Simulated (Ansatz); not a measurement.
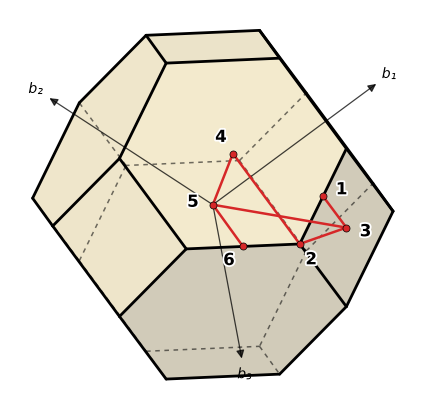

Crystal: C, the input geometry of an electronic-structure calculation (not necessarily at equilibrium); the starting structure was generated, so it need not be a known form of this composition. The first Brillouin zone of a face-centred cubic lattice (cF; extended symbol cF2) is drawn with its special points numbered. The drawing is computed from the coordinates (standard cell, symmetry found to 0.002 Å).

a = 3.584 Å, b = 3.584 Å, c = 3.584 Å, α = 90.00°, β = 90.00°, γ = 90.00°.

Labels and path follow the convention of Hinuma et al. (2017), as computed by seekpath; the arrows show the directions of the reciprocal primitive vectors b₁, b₂, b₃, in which coordinates are given.

### Give the label and coordinates of each numbered point.

```
no.  label      coordinates
  1      U  (5/8, 1/4, 5/8)
  2      W  (1/2, 1/4, 3/4)
  3      X    (1/2, 0, 1/2)
  4      L  (1/2, 1/2, 1/2)
  5      Γ        (0, 0, 0)
  6      K  (3/8, 3/8, 3/4)
```
